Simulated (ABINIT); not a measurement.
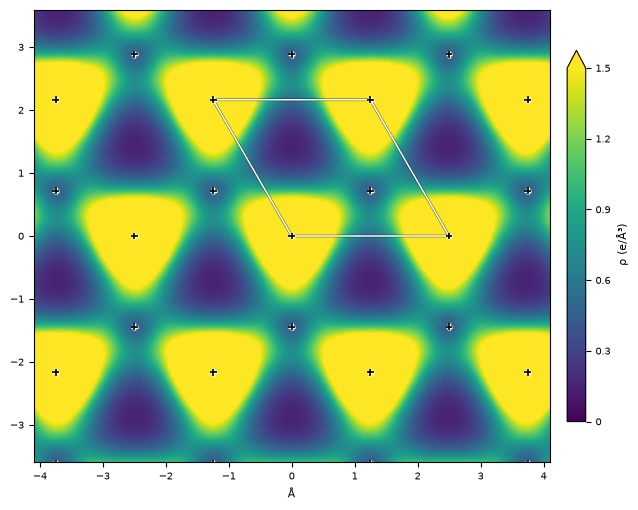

The valence charge density (pseudo) on a plane through atoms (crosses mark nuclei in the plane).

These are results of Kohn-Sham DFT of a periodic cell, PBEsol, JTH PAW PBE v2.0 in ABINIT 10.8.3, not measurements.

Candidates:
A. BN, a = 2.50 Å, b = 2.50 Å, c = 6.64 Å, α = 90.00°, β = 90.00°, γ = 120.00°. Space group P6₃/mmc; computed pressure about 3 GPa in this cell.
B. Te₂Pt, a = 4.01 Å, b = 4.01 Å, c = 5.20 Å, α = 90.00°, β = 90.00°, γ = 120.00°. Space group P-3m1; not relaxed (largest force 1.0 eV/Å); computed pressure about 5 GPa in this cell.

Q: Which candidate gave the map?

A: Candidate A: BN on the (001) plane of the conventional cell, which holds N and B. B–N (1.44 Å): ρ is about 1.8 e/Å³ halfway.
